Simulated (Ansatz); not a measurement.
# ZnO (slab): what the fields show

The calculation's input:

```
crystal:
  lattice:
    - [3.2300563402, 0.0, 0.0]
    - [-1.6150281701, 2.7973108462, 0.0]
    - [0.0, 0.0, 28.6666317632]
  atoms:
    - { symbol: O, position: [0.3333333333, 0.6666666667, 0.2616282255] }
    - { symbol: Zn, position: [0.6666666667, 0.3333333333, 0.2836475183] }
    - { symbol: O, position: [0.6666666667, 0.3333333333, 0.3525730768] }
    - { symbol: Zn, position: [0.3333333333, 0.6666666667, 0.3745923695] }
    - { symbol: O, position: [0.3333333333, 0.6666666667, 0.443517928] }
    - { symbol: Zn, position: [0.6666666667, 0.3333333333, 0.4655372208] }
    - { symbol: O, position: [0.6666666667, 0.3333333333, 0.5344627792] }
    - { symbol: Zn, position: [0.3333333333, 0.6666666667, 0.556482072] }
    - { symbol: O, position: [0.3333333333, 0.6666666667, 0.6254076305] }
    - { symbol: Zn, position: [0.6666666667, 0.3333333333, 0.6474269232] }
    - { symbol: O, position: [0.6666666667, 0.3333333333, 0.7163524817] }
    - { symbol: Zn, position: [0.3333333333, 0.6666666667, 0.7383717745] }
basis:
  ecutwfc: 420
kpoints:
  mp_grid: { grid: [9, 9, 1] }
hamiltonian:
  xc: pbesol
scf:
  occupations: { method: gaussian, width: 0.05 }
output:
  forces: true
  eigenvalues: true
  write_density: true
  write_potential: true
  elf: true
  volumetric_format: npy
relax:
  adjacent_minimum: "off"
  f_tol: 0.02
  max_steps: 60
efield:
  axis: 3
  dipole_correction: true
  ramp_width: 0.04
```

Run with:

```sh
ansatz run input.yaml --threads 1 --pin off --max-ram 3072MiB --backend cpu --events-out ev --progress --plain --runs-dir out
```

The fields are those of the relaxed geometry.

Level of theory: DFT PBEsol, scalar-relativistic, plane waves, PAW (Ansatz 0.2.0).

The density is the valence pseudo-density of a PAW calculation; it isn't the true density close to the nuclei.

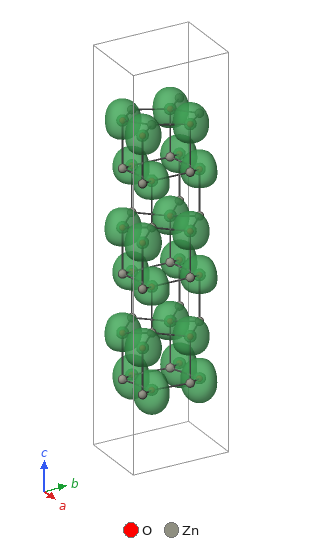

Figure 1. Isosurface of the electron localisation function at 0.6 (green), seen slightly off an axis. Core shells and regions of very low density are left out. Sticks mark near contacts.

> Identify the bonds, lone pairs and shells in this picture.

At this value the surface marks out six regions wrapped around O (the valence shell of each), counted in one cell of 12 atoms. Counts are for one cell; the picture repeats the cell along the surface. Along the contacts the grid gives the following. Zn–O (1.87 Å): the ELF peaks at about 0.85 in the valence shell of O, 0.6 Å from its nucleus, and is about 0.30 at the midpoint: no localised pair shows between them.

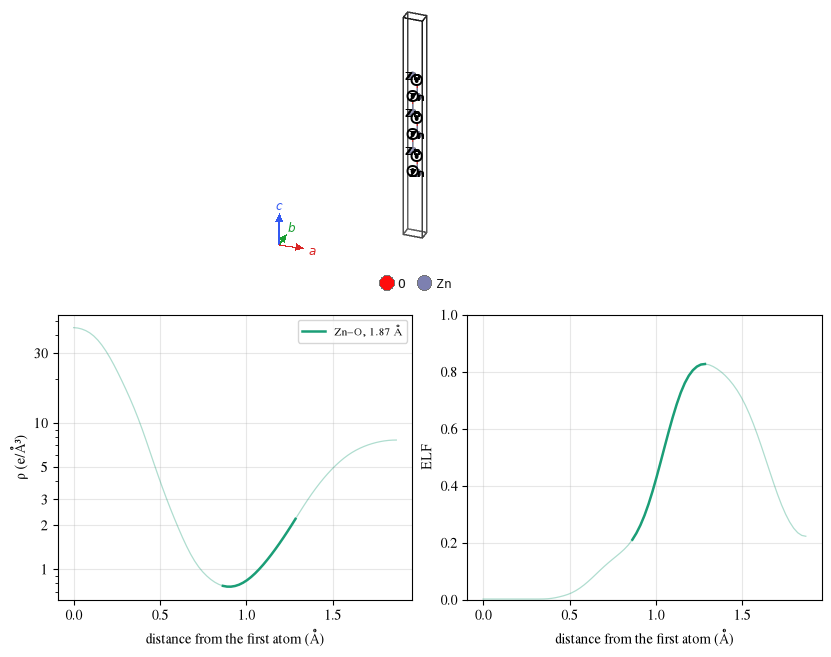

Figure 2. Valence electron density and electron localisation function along straight lines between neighbouring atoms. Thin, pale parts lie inside the atomic spheres. The structure is drawn too.

> What can be read from the curves?

Zn–O (1.87 Å): ρ at the midpoint is about 0.77 e/Å³; the ELF peaks at about 0.85 in the valence shell of O, 0.6 Å from its nucleus, and is about 0.30 at the midpoint (no localised pair shows between them).

> Does the calculation give a band gap?

It is gapless in this calculation (a metal or semimetal).
